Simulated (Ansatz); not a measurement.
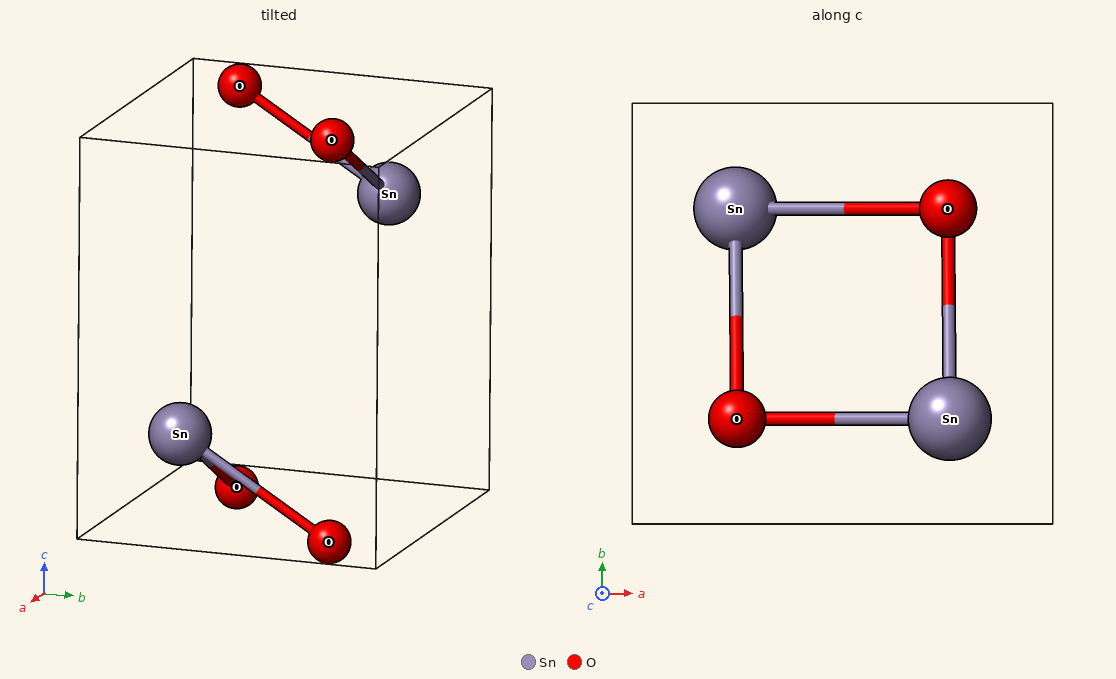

A ball-and-stick rendering, viewed slightly off an axis and along the c axis. The outline marks the conventional unit cell.

SnO, space group P2_1/m (No. 11), a = 3.81 Å, b = 3.81 Å, c = 4.94 Å, α = 90.00°, β = 91.15°, γ = 90.00°.

All computed values are from Ansatz 0.2.0, DFT r2SCAN, scalar-relativistic, plane waves, PAW. Settings: wavefunction cutoff 500 eV, k-points about 0.17 Å⁻¹ apart, Gaussian smearing of 0.01 eV, no spin polarisation.

What does the calculation say: metal or gapped?

Answer. A semiconductor at this level, with a gap of 0.37 eV on the k-mesh (the true edges may lie between mesh points, so the gap can be somewhat smaller).

The model was built from a structure listed in the Materials Project. The cell was then strained or its atoms displaced on purpose. The atoms were relaxed in a fixed cell with DFT r2SCAN, scalar-relativistic, plane waves, PAW in Ansatz 0.2.0.
